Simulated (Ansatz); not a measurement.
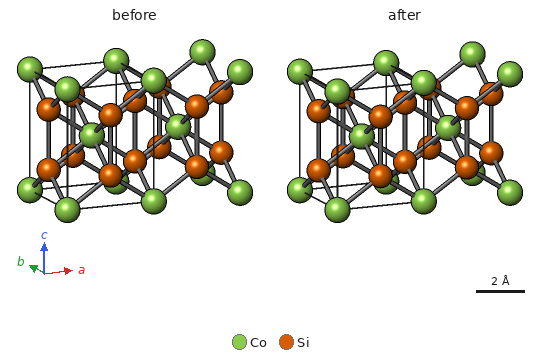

The structure of a crystal of CoSi2 (set up in I4/mmm) before (left) and after (right) a relaxation, at one scale.

Style: ball-and-stick. Shown: the cell of the calculation, repeated 2 × 1 × 1 with one cell outlined, slightly off an axis.

Case: biaxial strain in the a-b plane of +4.5 %; c and atoms relaxed.

Computed with DFT PBEsol, scalar-relativistic, plane waves, PAW in Ansatz.

The input:
```yaml
crystal:
  lattice:
    - [2.7757853894, 2.7757853894, 0.0]
    - [-2.7757853894, 2.7757853894, 0.0]
    - [0.0, 0.0, 5.1690702084]
  atoms:
    - { symbol: Co, position: [0.0, 0.0, 0.0] }
    - { symbol: Co, position: [0.5, 0.5, 0.5] }
    - { symbol: Si, position: [0.0, 0.5, 0.75] }
    - { symbol: Si, position: [0.5, 0.0, 0.75] }
    - { symbol: Si, position: [0.5, 0.0, 0.25] }
    - { symbol: Si, position: [0.0, 0.5, 0.25] }
basis:
  ecutwfc: 420
kpoints:
  mp_grid: { grid: [10, 10, 8] }
hamiltonian:
  xc: pbesol
scf:
  occupations: { method: gaussian, width: 0.1 }
output:
  forces: true
  stress: true
  eigenvalues: true
relax:
  adjacent_minimum: "off"
  f_tol: 0.008
  max_steps: 40
  cell: { stress_tol: 0.015, fix: [a, b, gamma] }
```

Launched with:
```bash
ansatz run input.yaml --threads 1 --pin off --max-ram 2560MiB --backend cpu --events-out ev --progress --plain --runs-dir out
```

**Describe what moved and what it gained.**

After 4 accepted moves (6 points after the start) the energy has fallen by 23.0 meV per cell of the calculation. All forces vanish by symmetry, so only the cell relaxes. Pressure: −9.95 GPa at the start and −6.93 GPa at the end. At 2 points the geometry stayed and the basis and grid were re-selected for the new cell (energy shift of 0.5 meV per cell of the calculation at most each time). No atom moves by more than 0.005 Å relative to the cell. The volume changes by −1.8 %, with a = b unchanged at 3.926 Å, c 5.169 → 5.076 Å (−1.8 %). Some distances before and after: Si3–Si6 2.585 → 2.538 Å, Co1–Si3 2.350 → 2.337 Å. The space group stays I4/mmm (No. 139). Cost: 2.2 min on 1 thread of Arm Neoverse V1 (shared host), peak memory 0.48 GiB.
